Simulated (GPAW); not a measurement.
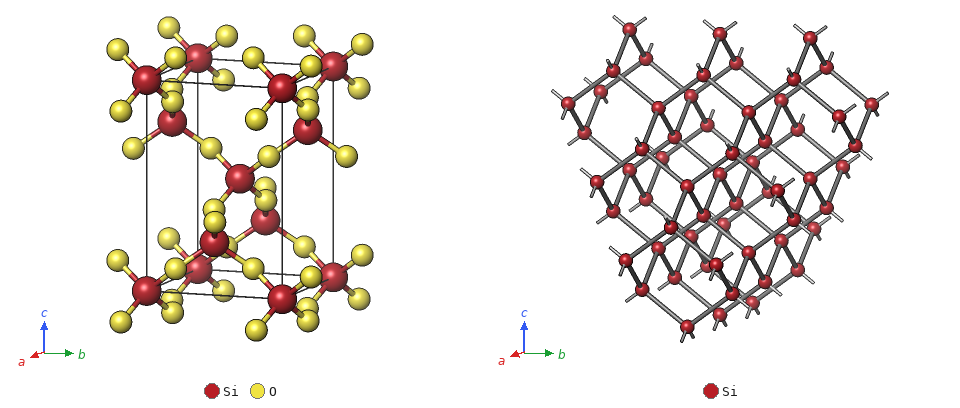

Left: the structure. Right: its underlying net. Nodes are coloured by element. Edges to nodes outside the piece are drawn as stubs.

System SiO₂ (space group I-42d, No. 122); source of the atomic positions: a cell listed in the Materials Project, as set up for an electronic-structure calculation.

Bonds are taken as O–Si below 1.8 Å; no other contact counts. Atoms with one bond or none are removed and atoms with two bonds are replaced by edges, until no such atom is left.

The result is a uninodal 4-connected, three-periodic net: Si is a 4-connected node. O becomes part of the edges. It is the dia net, known from diamond, zinc blende and cristobalite. It is a single net, without interpenetration.

| node | links | point symbol | coordination sequence |
| --- | --- | --- | --- |
| Si | 4 | 6⁶ | 4 12 24 42 64 92 124 162 204 252 |
